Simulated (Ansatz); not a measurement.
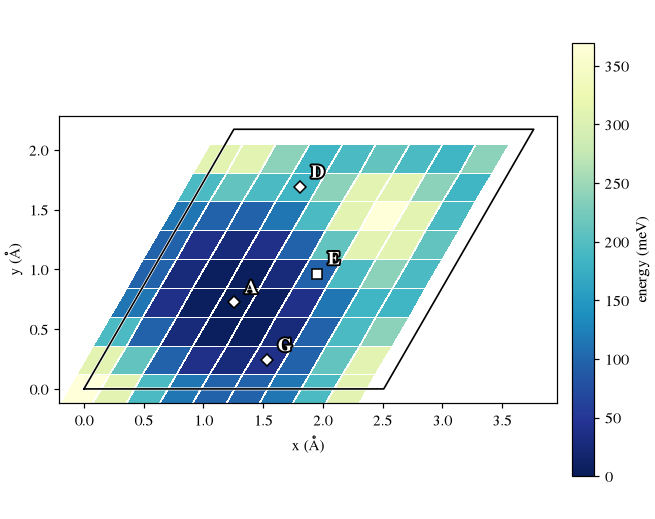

O (R-3m phase) with one H guest (9 atoms in the cell). 
- A guest moved over a lattice plane through the rigid host; the plane is (0 0 1) of the conventional cell, half-way across the widest gap between atomic layers, origin above O1.
- Places are given modulo a cell vector. The map is drawn in real space over the plane of the scan.
- Nothing is relaxed (host rigid, guest held in the plane).
- The scan uses a 9 × 9 grid; 19 points were computed and 62 follow by symmetry.
- All energies are given in meV per cell relative to the lowest grid point.
- The cutoff or the k-mesh is coarse on purpose, so the values aren't converged. The runs have no spin polarisation; a magnetic state may lie lower.
- Level of theory: Ansatz 0.2.0, DFT PBE+D3(BJ), scalar-relativistic, plane waves, PAW. Settings: cutoff 420 eV, k-mesh 9×9×8, gaussian smearing 0.15 eV, no spin polarisation.

The picture shows one coloured cell a grid point, the outline of one cell of the plane, lettered points.

> Is G the lowest point of the computed grid?

No. G lies 38 meV above the lowest grid point, which is at (3/9, 3/9) of the cell vectors [nearest 6 O at 2.06 Å].

> Rank the lettered points by energy, lowest first.

A (0 meV), G (38 meV), E (96 meV), D (184 meV).
